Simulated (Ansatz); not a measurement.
**Run report: CoO, single-point calculation (part 2 of 2)**

Continued. System: CoO (slab, 8 atoms in the cell). Method: DFT, PBE, plane waves, PAW, spin-polarised (Ansatz 0.2.0); cutoff 600 eV, 9×9×1 k-mesh, Gaussian smearing of 0.05 eV, collinear spins. The structure derives from a Materials Project entry.

Geometry of the input (Å; fractional positions):
```
3.1674  0.0000  0.0000
-1.5837  2.7430  0.0000
0.0000  0.0000  25.6693
O  0.3333  0.6667  0.3311
Co 0.0000  0.0000  0.3598
O  0.0000  0.0000  0.4341
Co 0.3333  0.6667  0.4628
O  0.3333  0.6667  0.5369
Co 0.0000  0.0000  0.5675
O  0.0000  0.0000  0.6448
Co 0.3333  0.6667  0.6582
```

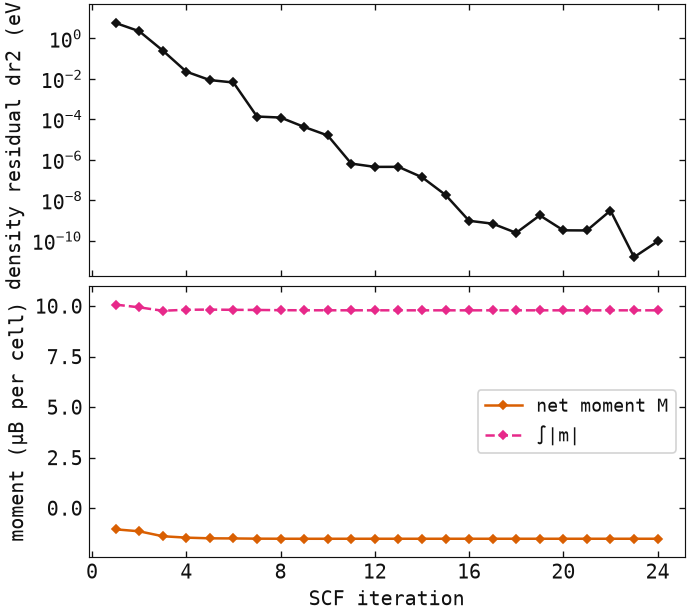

Figure 1. Convergence of the self-consistent field: density residual dr2 and magnetic moment against the SCF iteration. The residual falls unevenly and jumps up by a factor of two or more 3 times on the way down. The net moment goes from −1.1 to −1.5 μB per cell.

```
WARN: the starting moments, 9.96 μB in size (8 sites), cancel, and the state that the SCF closed on does not: its net magnetisation is 1.6e0 μB in size, over 0.1 of its absolute magnetisation of 9.7e0 μB. That can be the system's own (a ferrimagnet, charge order, parts that are not each other's image, a moment on a site that was given none, an odd count of electrons). If an antiferromagnet was meant, this may not be its state of lowest energy; this SCF does not show which is lower. To compare, run with the total held at zero (magnetization.initial_magnetization: 0 with magnetization.spin_locking.lock_magnetization: hard), from starting moments near the sizes expected that add up to zero. To try another start: change the starting moments (crystal.atoms[].spin, magnetization.per_species, magnetization.initial_magnetization, or on a non-collinear deck that types none of these the spinor_matrix: blocks that start its atoms; where the total moment is fixed, keep their sum and leave initial_magnetization as it is; typed ones take the place of any that the run laid by itself, positive ones on a crystal's lanthanoids without a Hubbard term where scf.initial_density.shell_occupations: [] is typed); see also scf.mixing.spin_hold.
WARN: an SCF from ferrimagnetic starting moments (-0.17, -2.44, 0.17, 2.32, -0.17, -2.32, 0.17, -2.32 Bohr magnetons, atom by atom) was not made, by what the run has read of turns of its moments that order reads lower: the deck asks for what bars it, or types moments that do (magnetization.spin_polarized, in the input reference, names some of the keys), or the run goes by scf.lower_state_search: light, the default, which as a rule tries one only behind a close that has lost an order of both signs, or on which an open d or half-filled 4f shell of a PAW file has lost a moment that was set nearer to Hund's than to what is left; or, under a Hubbard U, one that names an f shell that the input leaves bare beside given moments, or a larger moment for a shell of low spin that is given one. standard, with a start from the atoms, tries one behind each close (in a relaxation, ahead of its steps or at their end). To set out from that order, type those moments (crystal.atoms[].spin; where shells were raised to Hund's moment, beside crystal.symmetry.detect: false) under scf.lower_state_search: light. The bands of the close that named these starting moments, or of the one ahead of a search that led to it (under cold or Methfessel-Paxton smearing those of the Gaussian ahead of it) read a cost of -28.24 meV for the turn to them, carried on from a small turn (-28.24 by the pairs of d shells alone)
SCF converged after 24 iterations
an eigenvalue changed by more than its tolerance at an iteration that met the thresholds in force, so the SCF went on 2 times, its first undamped step at iteration 21: the last check found none over its tolerance
Magnetization: -1.5187 μB (45.2406 up, 46.7594 down)
Absolute magnetization: 9.7874 μB (∫|ρ↑−ρ↓|, with the PAW one-centre terms)
Spin contamination: 4.1483 ħ² per cell (⟨S²⟩ above its minimum at these occupations)
Per-site moments (μB) at R_I (Å): [(-0.42116892255856253, 0.8132215699180024), (-2.3095608732566006, 0.786931173878296), (0.12705638302713565, 0.786931173878296), (2.063790155527764, 0.7845000321370085), (-0.16852170562793842, 0.7845000321370085), (-2.181797395700109, 0.8175750888790194), (0.0799601351282265, 0.7676095102372632), (1.435569126580401, 0.7676095102372632)]
Free energy (F): -22768.587766 eV
Harris-Foulkes:  -22768.587766 eV  (|F-HF|=2.55e-11)
Internal energy: -22768.577099 eV  (E = F + TS)
E sigma→0 (E₀):  -22768.582432 eV
Entropy (-TS):   -0.010666 eV (-1.333 meV/atom)
Fermi energy:    1.245292 eV
Dipole field:    D = 0.097201 V/Å  (p = 0.119799 e·Å, saw-weighted, corrected)
Work function:   Φ+ = 4.2947 eV   Φ− = 6.7898 eV
Levels:          The Fermi level and band energies are counted from a zero that moves with the ramp; work functions are not
--- Per-component energies (eV) ---
  E_band       = -2375.149839
  E_kinetic    = 2474.564320
  E_local      = -153018.735895  (includes V_loc(G=0)·N_el)
  E_nonlocal   = 2049.215092
  E_hartree    = 74705.724252
  E_xc         = -913.921503
  E_vxc        = -1174.168047  (∫ρ·V_xc dr)
  E_paw        = -6705.838941  (= ΣΔE_a)
  E_vpaw       = -2115.003739  (= ΣTr[D̂ρ^β])
  E_aug_tail   = 0.002556  (compensation charges beyond the density's cutoff)
  E_efield     = 0.005822  (sawtooth field / dipole correction)
  E_vefield    = -2.473467  (∫n·V_field dr)
  E_ewald      = 58640.407196
  E_smearing   = -0.010666  (= −TS)
  E_closure    = 0.000000  (closes the sum)
  Σ components = -22768.587766   (vs F -22768.587766, Δ=0.00e0)
--- Forces (eV/Å), atoms counted from 1 ---
  atom   1  O      0.00000000    -0.00000000     1.68919291
  atom   2  Co    -0.00000000    -0.00000000    -1.81049167
  atom   3  O      0.00000000     0.00000000     0.23462965
  atom   4  Co    -0.00000000     0.00000000    -0.09882480
  atom   5  O     -0.00000000    -0.00000000     0.02061825
  atom   6  Co    -0.00000000     0.00000000    -0.01455292
  atom   7  O      0.00000000     0.00000000    -0.00604895
  atom   8  Co     0.00000000    -0.00000000    -0.01452676
  max |Σ_I F_I| component: 4.29e-6 eV/Å
--- Band table (eV; the first three rows and the last of 24) ---
  k-point 0 ↑: bands = ["-95.3029", "-94.5002", "-92.6668", "-92.6436", "-58.8018", "-58.4799", "-58.4799", "-58.0737", "-58.0737", "-57.2740", "-56.1142", "-56.0601", "-55.9376", "-55.9376", "-55.9270", "-55.9270", "-19.4399", "-18.5731", "-18.1084", "-16.2561", "-5.8553", "-5.7347", "-5.7347", "-5.4900", "-4.9061", "-4.5796", "-4.5796", "-3.5441", "-3.5441", "-2.3491", "-2.3491", "-2.3367", "-0.8584", "-0.8584", "-0.5432", "-0.5122", "-0.5122", "-0.1469", "0.3648", "0.3648", "0.4807", "0.4807", "1.3525", "1.3525", "1.6813", "2.0216", "2.0216", "2.0913", "3.0638", "3.0825", "3.0825", "3.1441", "3.6590", "3.6590", "4.2753", "5.4462", "6.0749", "6.7910", "7.4933", "8.2018", "8.8358", "9.9752"]
  k-point 1 ↑: bands = ["-95.3028", "-94.5000", "-92.6667", "-92.6435", "-58.8015", "-58.4819", "-58.4804", "-58.0762", "-58.0743", "-57.2737", "-56.1139", "-56.0598", "-55.9398", "-55.9382", "-55.9292", "-55.9275", "-19.3855", "-18.5179", "-18.0665", "-16.2063", "-5.9022", "-5.7239", "-5.6531", "-5.4249", "-4.9263", "-4.6547", "-4.5432", "-3.7197", "-3.5373", "-2.5188", "-2.3064", "-2.2141", "-0.9298", "-0.8629", "-0.6609", "-0.5367", "-0.4304", "-0.0777", "0.2659", "0.3480", "0.4617", "0.4922", "1.2200", "1.3061", "1.6020", "1.8516", "2.0601", "2.2684", "2.8252", "3.0365", "3.1010", "3.3772", "3.4843", "3.5813", "4.5236", "5.7608", "6.3373", "7.1481", "7.7610", "8.4698", "9.0430", "10.2054"]
  k-point 2 ↑: bands = ["-95.3024", "-94.4996", "-92.6663", "-92.6431", "-58.8010", "-58.4870", "-58.4817", "-58.0827", "-58.0759", "-57.2731", "-56.1133", "-56.0592", "-55.9454", "-55.9395", "-55.9350", "-55.9290", "-19.2465", "-18.3756", "-17.9592", "-16.0784", "-6.1269", "-5.5452", "-5.4338", "-5.3183", "-5.0864", "-4.6317", "-4.4544", "-4.0759", "-3.5213", "-2.8393", "-2.2009", "-1.9845", "-1.1048", "-0.8498", "-0.7708", "-0.5838", "-0.4602", "-0.0662", "0.0785", "0.2916", "0.4330", "0.5302", "1.0358", "1.0720", "1.2044", "1.4165", "1.9722", "2.4865", "2.7162", "2.8992", "3.0445", "3.3609", "3.3815", "4.0762", "5.2282", "6.5529", "7.0023", "7.9784", "8.5257", "9.2514", "9.6762", "10.8165"]
  k-point 11 ↓: bands = ["-95.6248", "-95.4102", "-92.6636", "-92.6296", "-59.0997", "-58.9397", "-58.7682", "-58.7661", "-58.5882", "-58.5861", "-56.1529", "-56.1473", "-56.0664", "-55.9413", "-55.9383", "-55.7760", "-18.7547", "-17.9980", "-17.7920", "-16.5254", "-5.5208", "-5.4057", "-5.2159", "-5.0028", "-4.7446", "-4.7398", "-4.7212", "-4.1568", "-4.0999", "-3.7400", "-3.1058", "-2.3306", "-1.8261", "-1.6413", "-1.3535", "-1.3274", "-1.0077", "-0.6344", "-0.3632", "-0.3571", "-0.1459", "0.0850", "0.2840", "0.6056", "0.8958", "0.9806", "1.0730", "1.5184", "1.7551", "1.8122", "2.0631", "2.3561", "7.3592", "7.7311", "8.7605", "8.8483", "8.9309", "9.1010", "9.1576", "9.3762", "10.0437", "10.6063"]
```

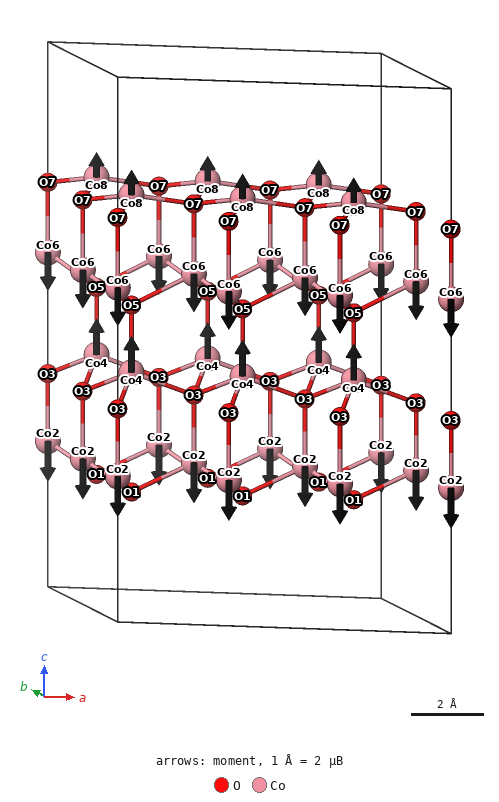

Figure 2. Magnetic moments of the sites as black arrows (ball-and-stick view of the 3 × 2 repeat of the cell, with the vacuum cut short, seen slightly off an axis; atoms are numbered from 1 in the order of the input); small moments hardly show. The run is collinear, so the axis drawn is arbitrary. Site moments: Co2 (−2.31 μB); Co6 (−2.18 μB); Co4 (2.06 μB); Co8 (1.44 μB); O1 (−0.42 μB); O5 (−0.17 μB); O3 (0.13 μB), among others. They are counted near the atoms and needn't add up to the moment of the cell.

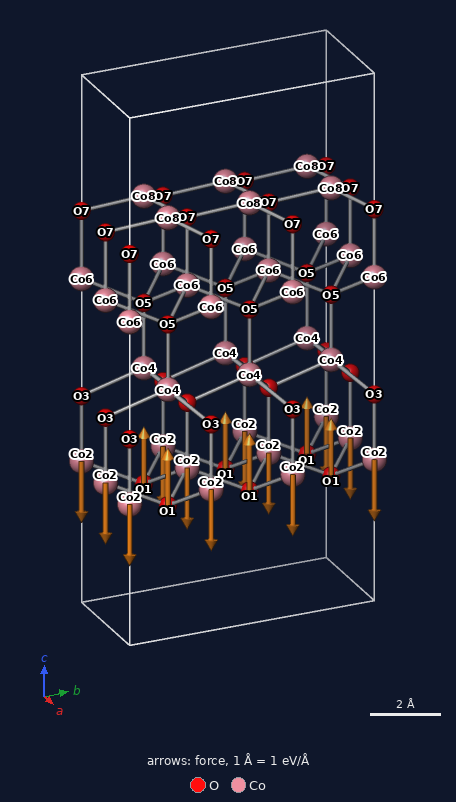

Figure 3. Forces on the atoms as orange arrows (ball-and-stick view of the 2 × 3 repeat of the cell, with the vacuum cut short, seen slightly off an axis; atoms are numbered from 1 in the order of the input); the smallest are left out. The largest act on Co2 (1.81 eV/Å); O1 (1.69 eV/Å). The geometry is not a stationary point of this energy.
